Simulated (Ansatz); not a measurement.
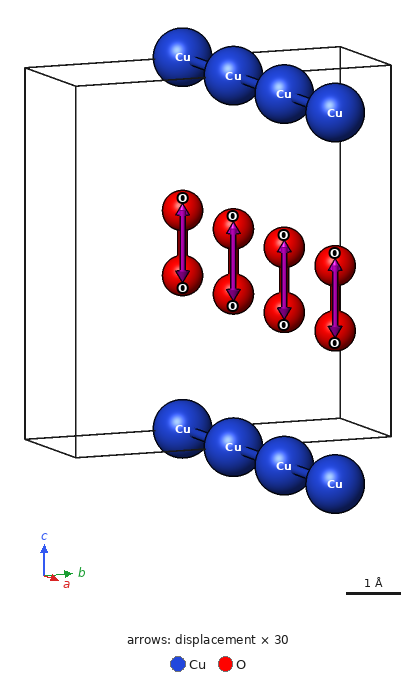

This is a relaxation of crystalline CuO$_{2}$ (set up in Pmmm) (coarse preliminary run). The starting structure is drawn; purple arrows show the displacements (the part carried along by the change of the cell is left out), magnified 30 times.

The picture is a ball-and-stick view of the cell of the calculation, repeated 3 × 1 × 1 with one cell outlined, seen slightly off an axis.

All numbers below come from DFT PBE+U+D3(BJ), scalar-relativistic, plane waves, PAW in Ansatz.

Input file:
```yaml
crystal:
  lattice:
    - [2.421291, 0.0, 0.0]
    - [0.0, 6.445952, 0.0]
    - [0.0, 0.0, 7.067043]
  atoms:
    - { symbol: Cu, position: [0.0, 0.5, 0.0] }
    - { symbol: O, position: [0.0, 0.5, 0.412435], spin: 0.35 }
    - { symbol: O, position: [0.0, 0.5, 0.587565], spin: 0.35 }
basis:
  ecutwfc: 420
kpoints:
  mp_grid: { grid: [8, 4, 4] }
hamiltonian:
  xc: pbe
  dispersion: d3bj
  hubbard: { sites: [{ species: Cu, l: d, u_eff: 4.0 }] }
scf:
  occupations: { method: gaussian, width: 0.1 }
output:
  forces: true
  stress: true
  eigenvalues: true
  populations: true
magnetization:
  spin_polarized: true
relax:
  adjacent_minimum: "off"
  f_tol: 0.05
  max_steps: 80
  cell: { stress_tol: 0.5 }
```

Launched with:
```bash
ansatz run input.yaml --threads 2 --pin off --max-ram 5120MiB --backend cpu --events-out ev --progress --plain --runs-dir out
```

### Atoms of which element are displaced furthest, and by how much?

Oxygen: up to 0.047 Å, against 0.000 Å for copper.

### Describe the change and its energy.

Over 5 accepted moves (6 points after the start) the energy falls by 9.5 meV per atom. The largest force component goes from 0.8 to 0.017 eV/Å. The pressure goes from −0.68 to −0.05 GPa. The SCF was repeated once at an unchanged geometry on a basis and grid sized afresh for the cell, which shifted the energy by 0.5 meV per atom at most. The largest moves relative to the cell, 0.047 Å, are those of O2 and O3. O2 goes along +c. Cu stays in place. The drawn cell changes as follows: a 2.421 → 2.382 Å (−1.6 %), b 6.446 → 5.966 Å (−7.4 %), c 7.067 → 7.502 Å (+6.2 %); the volume changes by −3.3 %. Some distances before and after: Cu1–Cu1 2.421 → 2.382 Å, O2–O3 1.238 → 1.221 Å. The space group stays Pmmm (No. 47).
